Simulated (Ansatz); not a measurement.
# Single-point calculation of SiC

- system: SiC (F-43m, 16 atoms in the cell)
- method: DFT PBE, scalar-relativistic, plane waves, PAW, no spin polarisation (Ansatz 0.2.0)

The structure derives from a Materials Project entry. It belongs to a series of runs on one base structure; here: the perfect crystal in a cell of 16 atoms. Figures and captions count atoms from 1; the log counts them from 0 in places.

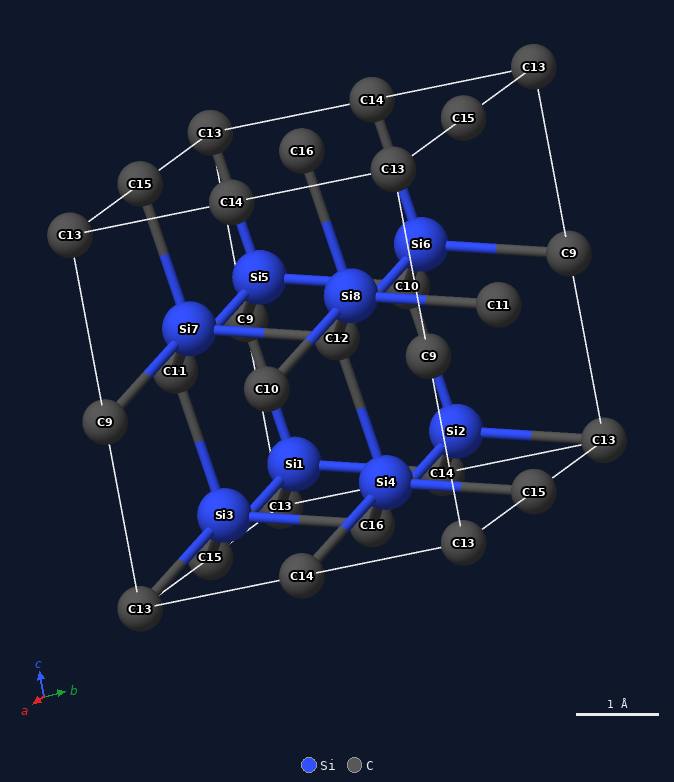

Fig. 1: The structure as given in the input (ball-and-stick view of the cell of the calculation, seen slightly off an axis; atoms are numbered from 1 in the order of the input). Near neighbours in the crystal (not all of them lie inside the picture): Si has 4 C at 1.90 Å; C has 4 Si at 1.90 Å.

Key numbers

| quantity | value |
| --- | --- |
| outcome | converged |
| space group (tolerance 0.01 Å) | F-43m (216) |
| electrons treated | 64 |
| free energy | −7097.1962 eV |
| Fermi energy | 9.984 eV |
| gap on the k-point mesh | 1.37 eV |
| pressure | 0.03 GPa |
| largest force (length of the vector) | under 0.001 eV/Å |
| hardware | 4 threads of AMD EPYC (Zen 3), 189 GiB of memory available, shared host |
| wall time | 2.7 s (CPU time 6.2 s) |
| peak memory | 0.46 GiB |

Input file
```yaml
crystal:
  lattice:
    - [0.0, 4.3797259393, -4.3797259393]
    - [4.3797259393, 4.3797259393, 0.0]
    - [4.3797259393, 0.0, -4.3797259393]
  atoms:
    - { symbol: Si, position: [0.125, 0.125, 0.125] }
    - { symbol: Si, position: [0.125, 0.625, 0.125] }
    - { symbol: Si, position: [0.625, 0.125, 0.125] }
    - { symbol: Si, position: [0.625, 0.625, 0.125] }
    - { symbol: Si, position: [0.125, 0.125, 0.625] }
    - { symbol: Si, position: [0.125, 0.625, 0.625] }
    - { symbol: Si, position: [0.625, 0.125, 0.625] }
    - { symbol: Si, position: [0.625, 0.625, 0.625] }
    - { symbol: C, position: [0.0, 0.0, 0.5] }
    - { symbol: C, position: [0.0, 0.5, 0.5] }
    - { symbol: C, position: [0.5, 0.0, 0.5] }
    - { symbol: C, position: [0.5, 0.5, 0.5] }
    - { symbol: C, position: [0.0, 0.0, 1.0] }
    - { symbol: C, position: [0.0, 0.5, 1.0] }
    - { symbol: C, position: [0.5, 0.0, 1.0] }
    - { symbol: C, position: [0.5, 0.5, 1.0] }
basis:
  ecutwfc: 420
  xc_grid: 2
kpoints:
  mp_grid: { grid: [3, 3, 3], shift: [0.0, 0.0, 0.0] }
hamiltonian:
  xc: pbe
scf:
  occupations: { method: gaussian, width: 0.01 }
output:
  forces: true
  stress: true
  eigenvalues: true
```

Command:
```bash
ansatz run input.yaml --threads 4 --pin off --max-ram 8192MiB --backend cpu --events-out ev --progress --plain --runs-dir out
```

Output
```
Engine: ansatz 0.2.0, x86_64-unknown-linux-gnu
Pseudopotentials: kind: paw
Pseudopotential: Si, paw, valence charge 4, recommended cutoff 420 eV (normal), Si.paw.azcp
Pseudopotential: C, paw, valence charge 4, recommended cutoff 420 eV (normal), C.paw.azcp
Functional definition: PBE
  parameter kappa = 0.804
  parameter beta = 0.06672455060314922
  exchange = pbe_x(kappa = kappa, mu = beta*pi^2/3)
  correlation = pbe_c(beta = beta)
Crystal: 16 atoms, lattice volume = 168.024 Å³
Basis set: ecut = 420 eV, 3287 PW (Γ), exchange–correlation on 90×90×90 points (8 copies of the dense FFT grid, shifted against one another)
Bands: 48, of which v1, the nominal top of the filled ones, is band 32 counted from 1 (31 counted from 0)
Symmetry: 192 space group operations
Space group: F-43m (ITA 216), of the structure as read, at distance tolerance 5.5e-5 Å
k-points: 4 of 27 (time reversal used)
Non-local potential: Si, projectors of the file, l = 0: 2, l = 1: 2, l = 2: 2
Non-local potential: C, projectors of the file, l = 0: 2, l = 1: 2, l = 2: 1
PAW form: soft (Blöchl's): semilocal exchange-correlation on the pseudo side does not see the compensation charge
PAW one-centre angular grid: Si, 110 points (default); XC on 64 Gauss nodes
PAW one-centre angular grid: C, 110 points (default); XC on 64 Gauss nodes
Initial density: superposition of atomic densities (neutral atoms: chi_scale 0, normalization atom), corrected by the library's trained network
Initial wavefunctions: pseudopotential atomic-orbital guess
Functional: x = pbe(κ = 0.804, μ = 0.2195149727645171), c = pbe(β = 0.06672455060314922)
SCF iter   1: F=—  HF=-7097.194542 eV  |F-HF|=—  |Δ(HF+E_count)|=         —  Δρ=1.92e-3  dr2=6.00e-3  ethr=1.77e-3  ⟨swp⟩=6.5  Hψ=874  notcnv=0  defer=19
preconditioner: auto → Resta (q_TF=auto, 2.323 Å⁻¹)  ε∞=4.7  [insulator: Δε(μ)=1.348 eV  Ē_g=11.866 eV  σ=0.010 eV  W_gap=1.00  n_scr=26 (ndim 8)  ℏωp=22.9 eV  f_vac=0.000  D(μ)=0.00/eV (n_scr^D=0)  ε∞_Penn≈4.7]
SCF iter   2: F=—  HF=-7097.195667 eV  |F-HF|=—  |Δ(HF+E_count)|=   1.13e-3  Δρ=5.92e-4  dr2=2.42e-4  ethr=9.38e-6  ⟨swp⟩=2.2  Hψ=383  notcnv=0  defer=36
SCF iter   3: F=—  HF=-7097.196067 eV  |F-HF|=—  |Δ(HF+E_count)|=   3.99e-4  Δρ=2.50e-4  dr2=3.52e-5  ethr=3.79e-7  ⟨swp⟩=2.2  Hψ=303  notcnv=0  defer=8
automatic band count: iteration 3 solves 41 bands in place of 48: the levels show a gap, and the empty bands left out lie too high to hold charge; the band table lists the bands solved (type scf.n_extra_bands for more)
SCF iter   4: F=—  HF=-7097.196248 eV  |F-HF|=—  |Δ(HF+E_count)|=   1.81e-4  Δρ=2.19e-5  dr2=4.23e-7  ethr=5.49e-8  ⟨swp⟩=2.0  Hψ=268  notcnv=0  defer=8
iter 5 did not close the SCF: its close was put off for the readings that it lacked (scf_convergence_deferred on its scf_iter line)
SCF iter   5: F=-7097.196248 eV  HF=-7097.196248 eV  |F-HF|=4.30e-8  |Δ(HF+E_count)|=   5.64e-7  Δρ=4.21e-6  dr2=2.30e-8  ethr=6.61e-10  ⟨swp⟩=2.0  Hψ=284  notcnv=0  defer=8
SCF iter   6: F=-7097.196248 eV  HF=-7097.196248 eV  |F-HF|=1.08e-10  |Δ(HF+E_count)|=   4.97e-8  Δρ=4.74e-7  dr2=3.95e-10  ethr=3.59e-11  ⟨swp⟩=5.8  Hψ=600  notcnv=0
SCF 1 converged in 6 iterations: F = -7097.196248 eV  dr2 = 3.95e-10
  greatest PAW one-centre occupation: 0.643 electrons in one spin orbital (limit 2), on the C atom at site 15 (counted from 0), in its partial waves of l = 0
```

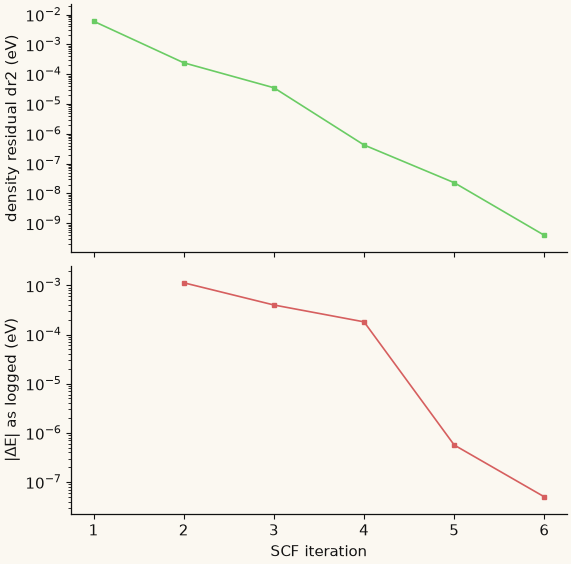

Fig. 2: Convergence of the self-consistent field: density residual dr2 and size of the energy change against the SCF iteration. The residual falls at every step.

```
SCF converged after 6 iterations
Free energy (F): -7097.196248 eV
Harris-Foulkes:  -7097.196248 eV  (|F-HF|=1.08e-10)
Internal energy: -7097.196248 eV  (E = F + TS)
E sigma→0 (E₀):  -7097.196248 eV
Fermi energy:    9.983825 eV
--- Per-component energies (eV) ---
  E_band       = 220.487228
  E_kinetic    = 1079.904295
  E_local      = -843.127656  (includes V_loc(G=0)·N_el)
  E_nonlocal   = 413.168315
  E_hartree    = 257.992969
  E_xc         = -841.920148
  E_vxc        = -872.222539  (∫ρ·V_xc dr)
  E_paw        = -4896.245394  (= ΣΔE_a)
  E_vpaw       = -73.221577  (= ΣTr[D̂ρ^β])
  E_aug_tail   = 0.000091  (compensation charges beyond the density's cutoff)
  E_ewald      = -2266.968721
  E_smearing   = -0.000000  (= −TS)
  E_closure    = 0.000000  (closes the sum)
  Σ components = -7097.196248   (vs F -7097.196248, Δ=0.00e0)
--- Forces (eV/Å), atoms counted from 1 ---
  atom   1  Si    -0.00000000    -0.00000000     0.00000000
  atom   2  Si    -0.00000000    -0.00000000     0.00000000
  atom   3  Si    -0.00000000    -0.00000000     0.00000000
  atom   4  Si    -0.00000000    -0.00000000    -0.00000000
  atom   5  Si    -0.00000000     0.00000000    -0.00000000
  atom   6  Si    -0.00000000     0.00000000    -0.00000000
  atom   7  Si    -0.00000000    -0.00000000     0.00000000
  atom   8  Si    -0.00000000    -0.00000000    -0.00000000
  atom   9  C      0.00000000     0.00000000    -0.00000000
  atom  10  C      0.00000000     0.00000000    -0.00000000
  atom  11  C      0.00000000     0.00000000     0.00000000
  atom  12  C      0.00000000     0.00000000     0.00000000
  atom  13  C      0.00000000     0.00000000     0.00000000
  atom  14  C      0.00000000     0.00000000    -0.00000000
  atom  15  C      0.00000000     0.00000000     0.00000000
  atom  16  C      0.00000000    -0.00000000     0.00000000
  max |Σ_I F_I| component: 2.60e-16 eV/Å
--- Stress (GPa, compression-positive) ---
        0.030828       0.000000      -0.000000
        0.000000       0.030828      -0.000000
       -0.000000       0.000000       0.030828
  P = ⅓ Tr σ = 0.0308 GPa (0.308 kbar)
--- Band table (eV) ---
  k-point 0: bands = ["-5.9902", "-2.4772", "-2.4772", "-2.4772", "-2.4772", "-1.0390", "-1.0390", "-1.0390", "0.8426", "0.8426", "0.8426", "0.8426", "1.5454", "1.5454", "1.5454", "6.1410", "6.1410", "6.1410", "6.1410", "6.1410", "6.1410", "8.2503", "8.2503", "8.2503", "8.2503", "8.2503", "8.2503", "8.2503", "8.2503", "9.3004", "9.3004", "9.3004", "10.6673", "10.6673", "10.6673", "13.5684", "13.5684", "13.5684", "14.5905", "14.5905", "14.5905"]
  k-point 1: bands = ["-5.4572", "-3.9503", "-2.3331", "-2.3331", "-2.3331", "-1.7171", "-1.7171", "-1.7171", "1.5927", "1.5927", "1.5927", "2.4787", "2.4787", "2.4787", "3.1686", "5.0042", "5.0042", "5.0042", "6.5396", "6.5396", "6.5396", "6.5459", "6.5459", "6.5459", "6.9378", "7.5605", "7.5605", "7.5605", "8.4587", "8.4587", "8.9713", "8.9713", "12.0185", "12.0185", "12.0185", "14.0896", "14.0896", "14.0896", "14.8442", "15.4409", "15.4409"]
  k-point 2: bands = ["-5.2791", "-3.2487", "-2.8957", "-2.8957", "-2.8957", "-2.8957", "-0.8754", "-0.8754", "2.0399", "2.0399", "2.4216", "2.4216", "2.4216", "2.4216", "4.2509", "4.8453", "4.8453", "4.9684", "4.9684", "6.1194", "6.1194", "6.1194", "6.1194", "6.7145", "6.7145", "7.4967", "8.1535", "8.1535", "8.1535", "8.1535", "8.2015", "8.2015", "11.9219", "13.2736", "13.2736", "14.4546", "14.7605", "14.9257", "14.9257", "14.9257", "14.9257"]
  k-point 3: bands = ["-4.5926", "-4.0864", "-4.0864", "-2.6835", "-2.6835", "-1.4231", "-1.4070", "-1.4070", "1.9742", "1.9742", "2.2932", "3.3698", "3.3698", "3.7349", "4.5465", "4.5465", "4.6271", "4.6271", "5.2377", "5.2377", "5.4080", "6.2136", "6.2136", "6.8860", "6.9030", "6.9030", "7.1437", "7.5071", "7.5071", "7.5719", "7.5719", "8.9211", "13.0981", "14.1562", "14.1562", "14.1643", "14.1643", "14.3941", "14.3941", "16.2327", "16.7387"]
```

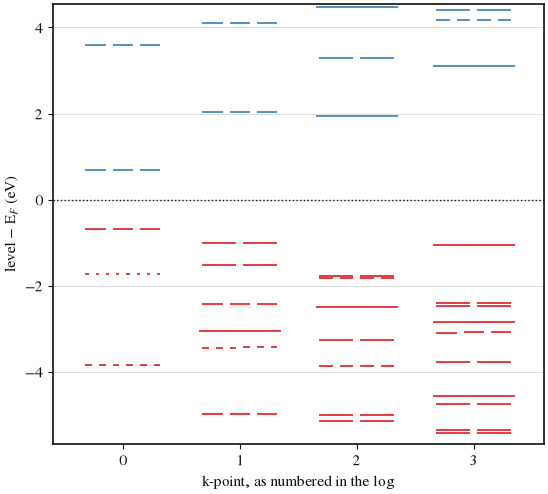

Fig. 3: Kohn–Sham levels near the Fermi level (dotted) at the few k-points that the log prints; levels within 0.02 eV of each other stand side by side. Among these points the highest filled and lowest empty levels are 1.37 eV apart, which is the gap on the mesh.
